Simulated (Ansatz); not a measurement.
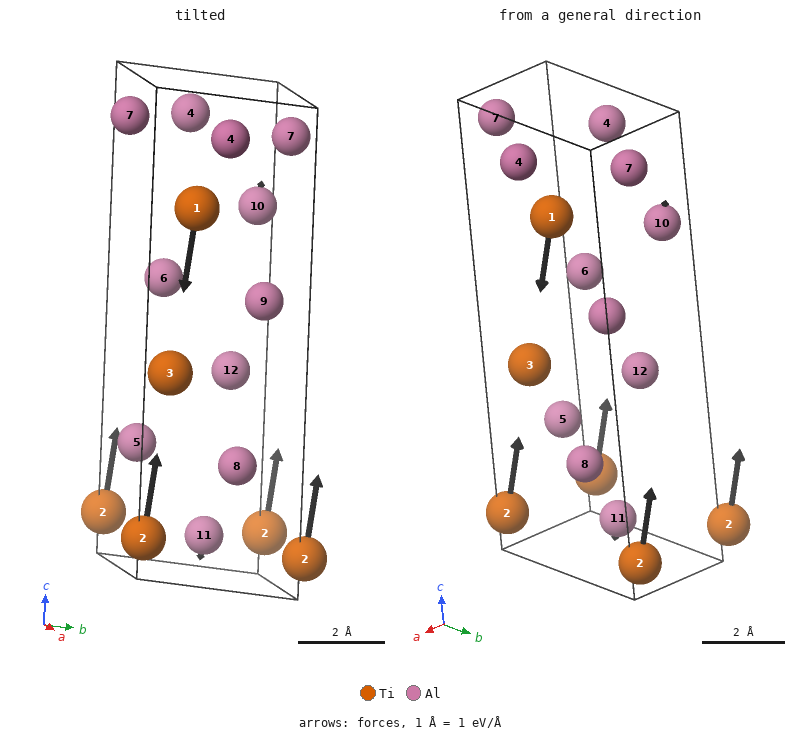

A spheres-only rendering, viewed slightly off an axis and from a general direction. One simulation cell is framed, with atoms on its boundary repeated. The arrows are the computed forces on the atoms.

System: TiAl3. Setup: DFT r2SCAN, scalar-relativistic, plane waves, PAW (Ansatz); a basis cut at 500 eV, a 12×12×4 k-point grid, Gaussian smearing of 0.15 eV, no spin polarisation.

Is the structure at rest?

Answer. No. The atoms still feel forces of up to about 1.5 eV/Å, far above a usual threshold of 0.01 to 0.03 eV/Å.

Which atom feels the largest force?

Answer. Ti1 and Ti2, about 1.5 eV/Å.

The initial geometry was a structure listed in the Materials Project. The cell was then strained or its atoms displaced on purpose. It was run through Ansatz as a DFT input.
